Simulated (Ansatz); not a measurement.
# Energy of SrCl2 along a shift of atoms along one path

System: SrCl2 (3 atoms in the cell).
Method: DFT r2SCAN, scalar-relativistic, plane waves, PAW, no spin polarisation (Ansatz 0.2.0).

The 6 runs differ only in the geometry, by a shift of atoms along one path in a fixed cell. The shift s is measured from run 4: Cl2 moves along the Cartesian direction (0.00, 1.00, 0.00), and Sr1 and Cl3 with it in fixed proportion. The structure derives from an entry of the Crystallography Open Database.

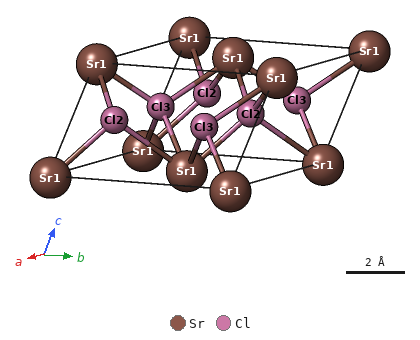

Figure 1. The structure of run 4 (ball-and-stick view of the cell 2 times as large as that of the calculation, set on its symmetry axes, seen slightly off an axis; atoms are numbered from 1 in the order of the input).

### Input of run 4
```yaml
crystal:
  lattice:
    - [0.0, 3.4979774592, 3.4979774592]
    - [3.4979774592, 0.0, 3.4979774592]
    - [3.4979774592, 3.4979774592, 0.0]
  atoms:
    - { symbol: Sr, position: [0.0083740307, -0.0083740307, -0.0334961229] }
    - { symbol: Cl, position: [0.2396511626, 0.2603488374, 0.2913953497] }
    - { symbol: Cl, position: [0.7396511626, 0.7603488374, 0.7913953497] }
basis:
  ecutwfc: 340.0
kpoints:
  mp_grid: { grid: [6, 6, 6] }
hamiltonian:
  xc: r2scan
scf:
  occupations: { method: gaussian, width: 0.05 }
output:
  forces: true
  stress: true
  eigenvalues: true
```

Command:
```bash
ansatz run input.yaml --threads 1 --pin off --max-ram 2048MiB --backend cpu --events-out ev --progress --plain --runs-dir out
```

Lattice vectors (Å) and fractional positions of run 4:
```
   0.000000    3.497977    3.497977
   3.497977    0.000000    3.497977
   3.497977    3.497977    0.000000
Sr  0.008374 -0.008374 -0.033496
Cl  0.239651  0.260349  0.291395
Cl  0.739651  0.760349  0.791395
```

Run 5 differs from it as follows:
```diff
-    - { symbol: Sr, position: [0.0083740307, -0.0083740307, -0.0334961229] }
-    - { symbol: Cl, position: [0.2396511626, 0.2603488374, 0.2913953497] }
-    - { symbol: Cl, position: [0.7396511626, 0.7603488374, 0.7913953497] }
+    - { symbol: Sr, position: [0.0041870154, -0.0041870154, -0.0376831383] }
+    - { symbol: Cl, position: [0.2448255813, 0.2551744187, 0.2965697684] }
+    - { symbol: Cl, position: [0.7448255813, 0.7551744187, 0.7965697684] }
```

### Results, with one run withheld

| run | shift s of Cl2 (Å) | free energy per atom, from the lowest run given (meV) | pressure (GPa) | gap on the mesh (eV) | force along the path (eV/Å) |
| --- | --- | --- | --- | --- | --- |
| 1 | −0.1086 | 0.00 | 1.28 | 5.84 | 0.000 |
| 2 | −0.0724 | 2.78 | 1.34 | 5.84 | −0.461 |
| 3 | −0.0362 | 11.13 | 1.52 | 5.83 | −0.923 |
| 4 | 0.0000 | 25.08 | 1.83 | 5.82 | −1.390 |
| 5 | 0.0362 | ? | ? | ? | ? |
| 6 | 0.0724 | 70.00 | 2.80 | 5.79 | −2.335 |

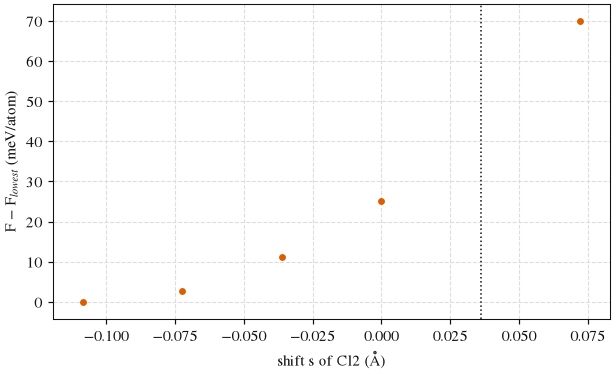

Figure 2. Free energy per atom of the runs given; the dotted line marks run 5.

What should run 5 give?

A cubic polynomial in the coordinate, fitted to the 5 runs given, misses them by under 0.01 meV per atom. With x = s + 0.0290, it reads F = 13.454 + 338.63 x + 2143.5 x² + 161.75 x³ (meV per atom). At run 5 it gives 44.69 meV per atom, and the run itself gives 44.68. The slope of the fit gives a force −dF/ds of −1.861 eV/Å along the path (summed over the atoms that move), and the printed forces give −1.861 eV/Å. The fit has no minimum inside this range. The gap on the mesh goes, without turning, from 5.84 eV in run 1 to 5.79 eV in run 6; run 5 has 5.81 eV. These are gaps of this functional on this mesh, which can miss the band edges; they aren't the measured gap.

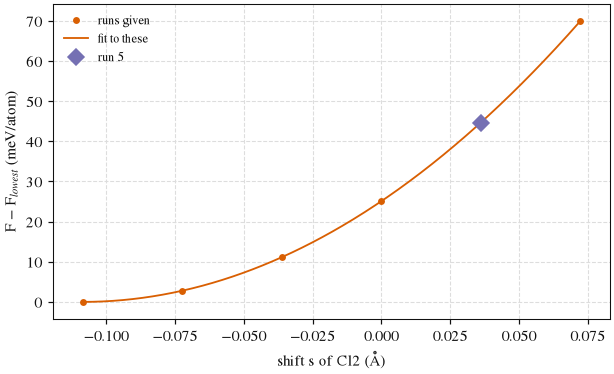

Figure 3. The fit and the withheld run.

### Output, shortened to warnings, some set-up lines, iterations and results (run 5)
```
Warning: basis.ecutwfc = 340 eV is below the records' recommended 500 eV, and the density's cutoff is lower with it unless basis.ecutrho_ratio is high enough to keep the records' density cutoff: compare with a run at a higher cutoff
Basis set: ecut = 340 eV, 1243 PW (Γ), exchange–correlation on 120×120×120 points (64 copies of the dense FFT grid, shifted against one another)
Symmetry: 2 space group operations
k-points: 68 of 216 (time reversal used)
Initial density: superposition of atomic densities (neutral atoms: chi_scale 0, normalization atom), corrected by the library's trained network
[...]
SCF iter   1: F=—  HF=-5730.368162 eV  |F-HF|=—  |Δ(HF+E_count)|=         —  Δρ=3.80e-3  dr2=7.52e-3  dr2_τ=1.08e-2  ethr=1.77e-3  ⟨swp⟩=9.9  Hψ=7974  notcnv=0
SCF iter   2: F=—  HF=-5730.421071 eV  |F-HF|=—  |Δ(HF+E_count)|=   5.29e-2  Δρ=1.88e-3  dr2=1.53e-3  dr2_τ=1.17e-4  ethr=3.13e-5  ⟨swp⟩=2.0  Hψ=2676  notcnv=0
SCF iter   3: F=—  HF=-5730.421483 eV  |F-HF|=—  |Δ(HF+E_count)|=   4.12e-4  Δρ=3.15e-4  dr2=6.04e-5  dr2_τ=1.30e-5  ethr=6.35e-6  ⟨swp⟩=2.0  Hψ=1889  notcnv=0
SCF iter   4: F=—  HF=-5730.421481 eV  |F-HF|=—  |Δ(HF+E_count)|=   2.30e-6  Δρ=5.41e-5  dr2=2.97e-6  dr2_τ=1.19e-6  ethr=2.52e-7  ⟨swp⟩=2.0  Hψ=1542  notcnv=0
SCF iter   5: F=-5730.421481 eV  HF=-5730.421481 eV  |F-HF|=4.18e-8  |Δ(HF+E_count)|=   3.35e-7  Δρ=1.19e-5  dr2=4.47e-8  dr2_τ=5.49e-9  ethr=1.24e-8  ⟨swp⟩=2.2  Hψ=1607  …
SCF iter   6: F=-5730.421481 eV  HF=-5730.421481 eV  |F-HF|=7.83e-10  |Δ(HF+E_count)|=   5.41e-8  Δρ=2.04e-6  dr2=2.87e-9  dr2_τ=5.14e-10  ethr=1.86e-10  ⟨swp⟩=5.0  Hψ=5989  …
SCF 1 converged in 6 iterations: F = -5730.421481 eV  dr2 = 2.87e-9
SCF converged after 6 iterations
Free energy (F): -5730.421481 eV
Harris-Foulkes:  -5730.421481 eV  (|F-HF|=7.83e-10)
Internal energy: -5730.421481 eV  (E = F + TS)
E sigma→0 (E₀):  -5730.421481 eV
Fermi energy:    5.616191 eV
--- Per-component energies (eV) ---
  E_band       = -164.518118
  E_kinetic    = 569.707367
  E_local      = -1203.445782  (includes V_loc(G=0)·N_el)
  E_nonlocal   = 258.138317
  E_hartree    = 334.718423
  E_xc         = -373.743325
  E_vxc        = -449.638376  (∫ρ·V_xc dr)
  E_paw        = -4048.868038  (= ΣΔE_a)
  E_vpaw       = -32.334760  (= ΣTr[D̂ρ^β])
  E_aug_tail   = 0.000513  (compensation charges beyond the density's cutoff)
  E_vtau       = 23.618057  (kinetic-family band-sum trace: ∫τ·v_τ [+ j·A + Jᵃ·Aᵃ] dr)
  E_ewald      = -1266.510105
  E_core_change = -0.418850  (= ΣΔE_core)
  E_smearing   = -0.000000  (= −TS)
  E_closure    = -0.000000  (closes the sum)
  Σ components = -5730.421481   (vs F -5730.421481, Δ=0.00e0)
--- Forces (eV/Å), atoms counted from 1 ---
  atom   1  Sr     1.16376125     1.02848551     0.00000000
  atom   2  Cl    -0.58185982    -0.51422709     0.49684537
  atom   3  Cl    -0.58185982    -0.51422709    -0.49684537
  max |Σ_I F_I| component: 4.16e-5 eV/Å
--- Stress (GPa, compression-positive) ---
        1.774864       2.035144       0.000000
        2.035144       2.088174       0.000000
        0.000000       0.000000       2.900062
  P = ⅓ Tr σ = 2.2544 GPa (22.544 kbar)
```

Warnings of the run: the cutoff is below the recommended one.
